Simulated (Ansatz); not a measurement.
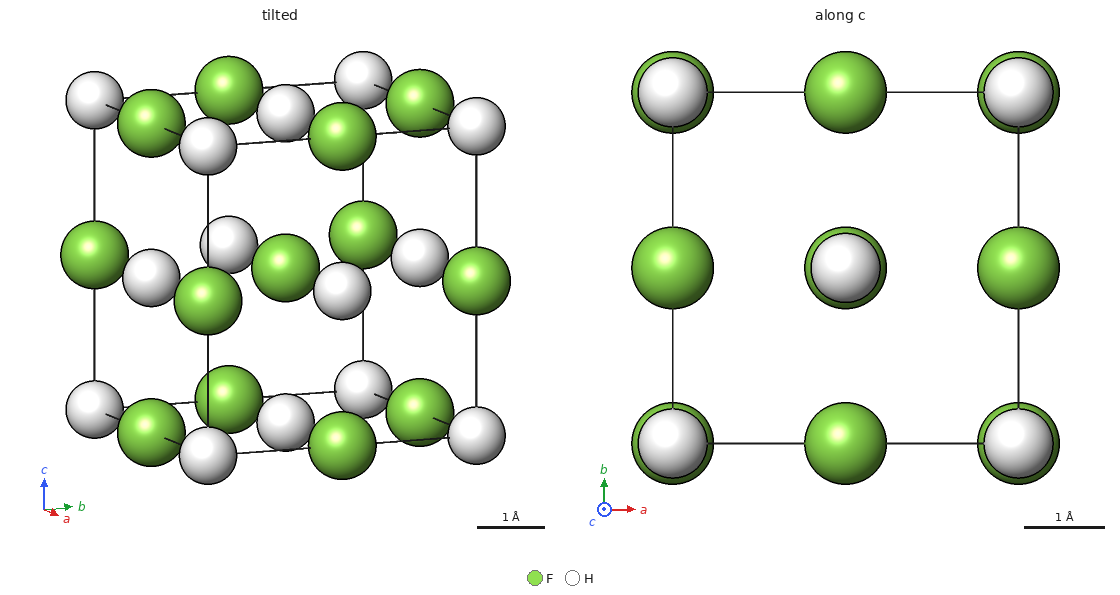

The figure gives a spheres-only picture of the atoms, viewed slightly off an axis and along the c axis. The parallelepiped is the drawn cell (a repeat of the simulation cell). Cell: a = 4.34 Å, b = 4.41 Å, c = 4.74 Å, α = 90.00°, β = 90.00°, γ = 90.00°.

The geometry is that of a generated cell, made by putting these elements into a known structure type (the compound may or may not exist in this form), without relaxation. An electronic-structure calculation with Ansatz was run on it.

What is this?

It has the composition HF. Strictly the space group is Fmmm (No. 69, within 0.01 Å). It is a distorted form of a face-centred cubic structure, space group Fm-3m (No. 225) within 0.45 Å: rock salt (NaCl type). The cell comprises 4 formula units: 4 H, 4 F.

All computed values are from DFT, PAW plane waves, r2SCAN (Ansatz 0.2.0). Settings: 500 eV cutoff, k-points about 0.24 Å⁻¹ apart, Gaussian smearing of 0.013 eV, no spin polarisation.

What does the calculation say: metal or gapped?

A semiconductor at this level, with a gap of 0.79 eV on the k-mesh.

What does a Bader analysis give?

H +0.62 e; F -0.62 e.

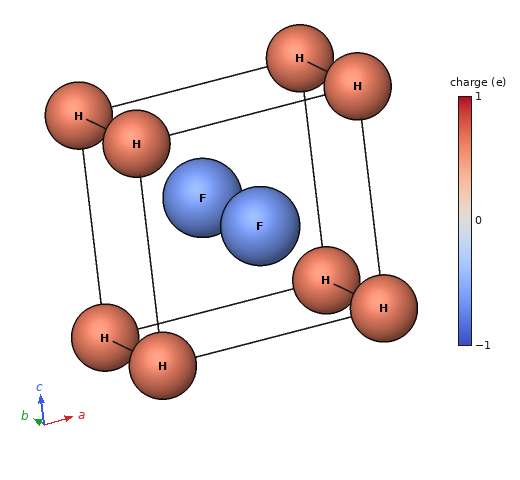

The atoms coloured by those charges. The run's cell of 2 atoms is drawn, so axes and origin can differ from the first picture.

Has the structure come to rest?

No. All forces vanish to within 0.01 eV/Å. The pressure is -23.1 GPa, so the cell would contract.
